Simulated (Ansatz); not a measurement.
TiO$_{2}$

```xyz
24
Lattice="10.1949 0.0000 0.0000 0.0000 10.1949 0.0000 0.0000 0.0000 2.9674" Properties=species:S:1:pos:R:3 pbc="T T T"
Ti    1.7595    6.5701    0.0000
Ti    6.8570    1.4727    1.4837
Ti    3.6248    1.7595    0.0000
Ti    8.7222    6.8570    1.4837
Ti    1.4727    3.3379    1.4837
Ti    6.5701    8.4354    0.0000
Ti    8.4354    3.6248    0.0000
Ti    3.3379    8.7222    1.4837
O     4.6793    8.5256    0.0000
O     9.7767    3.4281    1.4837
O     1.6693    4.6793    0.0000
O     6.7668    9.7767    1.4837
O     3.4281    0.4182    1.4837
O     8.5256    5.5156    0.0000
O     5.5156    1.6693    0.0000
O     0.4182    6.7668    1.4837
O     8.0637    1.5966    0.0000
O     2.9663    6.6941    1.4837
O     3.5008    2.9663    1.4837
O     8.5983    8.0637    0.0000
O     2.1311    8.5983    0.0000
O     7.2286    3.5008    1.4837
O     1.5966    2.1311    0.0000
O     6.6941    7.2286    1.4837
```

Space group I4/m; a structure from a database of computed crystals, not necessarily the ambient phase; computed without spin polarisation.

All numbers below come from Ansatz 0.2.0, DFT, r2SCAN, plane-wave PAW, default files, scalar-relativistic.

Core electrons are frozen (PAW), and the valence fields are smoothed inside the atomic spheres.

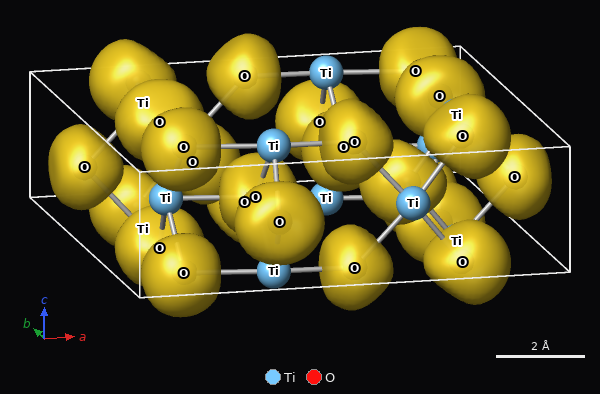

Figure 1. Isosurface of the electron localisation function at 0.6 (yellow), seen slightly off an axis. Core shells and regions of very low density are left out. Sticks mark near contacts.

Describe the localisation domains.

Answer. At this value the surface marks out 16 regions wrapped around O (the valence shell of each), counted in one cell of 24 atoms. Any copies at cell faces, edges or corners count once. Along the contacts the grid gives the following. Ti–O (1.89 Å): the ELF peaks at about 0.85 in the valence shell of O, 0.6 Å from its nucleus, and is about 0.25 at the midpoint; no shared electron pair shows on this line. Ti–O (2.01 Å): the ELF peaks at about 0.80 in the valence shell of O, 0.6 Å from its nucleus, and is about 0.20 at the midpoint: no shared electron pair shows on this line.

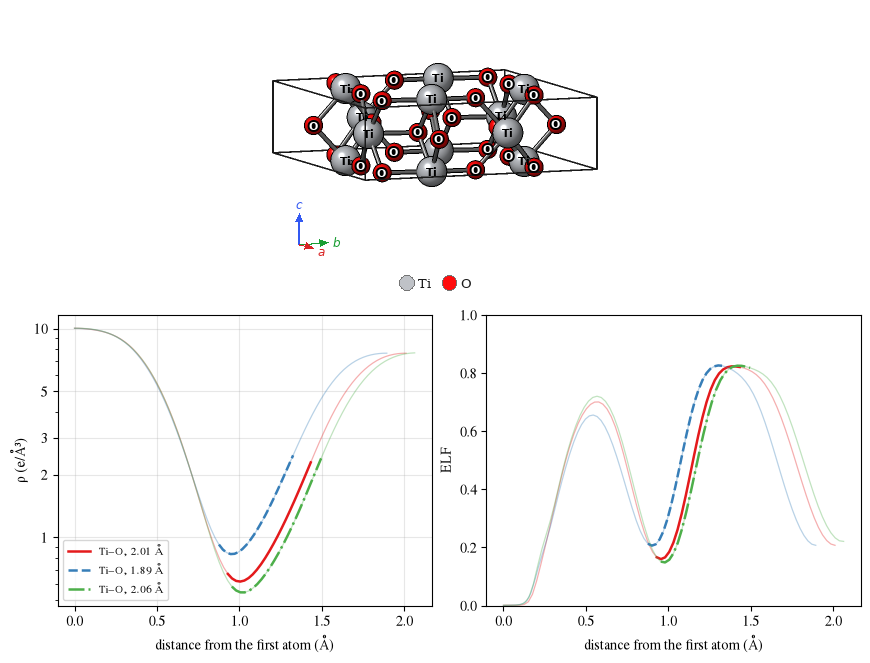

Figure 2. Valence charge density (pseudo) and ELF along straight lines between neighbouring atoms. Thin, pale parts lie inside the atomic spheres. The structure is drawn too.

Compare the contacts.

Answer. Ti–O (2.01 Å): the density is about 0.61 e/Å³ at the midpoint; the ELF peaks at about 0.80 in the valence shell of O, 0.6 Å from its nucleus, and is about 0.20 at the midpoint (no localised pair shows between them).
Ti–O (1.89 Å): ρ is about 0.83 e/Å³ halfway; the ELF peaks at about 0.85 in the valence shell of O, 0.6 Å from its nucleus, and is about 0.25 at the midpoint (no shared electron pair shows on this line).
Ti–O (2.06 Å): the density is about 0.55 e/Å³ at the midpoint; the ELF peaks at about 0.85 in the valence shell of O, 0.6 Å from its nucleus, and is about 0.20 at the midpoint (no localised pair shows between them).

Does the calculation give a band gap?

Answer. It is gapped, with a Kohn–Sham gap of 3.0 eV on the k-point mesh, an upper bound to the gap of this method.
